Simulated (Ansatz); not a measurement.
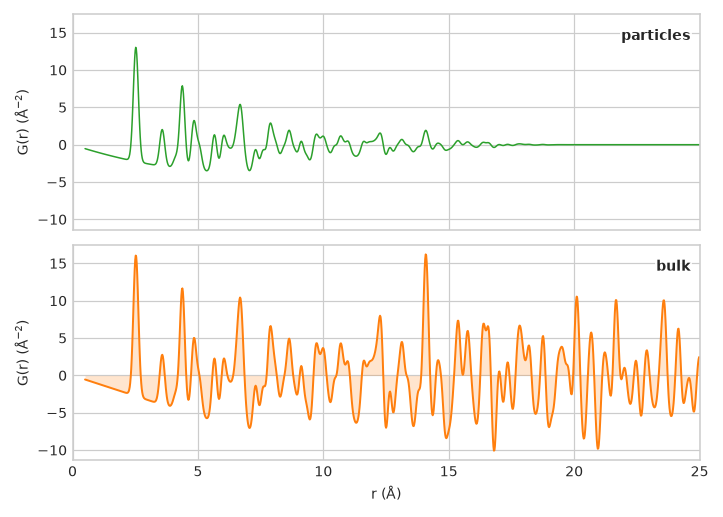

Simulated X-ray pair distribution function, G(r) = R(r)/r − 4πρ₀r, summed over the atomic distances of the structure with each pair weighted by the product of the atomic numbers (X-ray weights at Q = 0); every distance is a Gaussian of σ = 0.10 Å, for spherical particles of Cu with the bulk structure: the bulk G(r) is multiplied by the envelope of a sphere of diameter D, 1 − 3r/2D + r³/2D³, with no surface relaxation. The number density is 0.0873 atoms per Å³. Structure used: the geometry relaxed at fixed volume with DFT r2SCAN, scalar-relativistic, plane waves, PAW in Ansatz; the starting structure was generated, so it need not be a known form of this composition.

### How large are the particles?

About 20 Å (2.0 nm): the signal is half of the bulk amplitude at r ≈ 6.9 Å and vanishes at r = D, fading from view somewhat earlier.

### Roughly how many atoms does one particle hold?

About 370 (number density 0.0873 Å⁻³ times πD³/6).
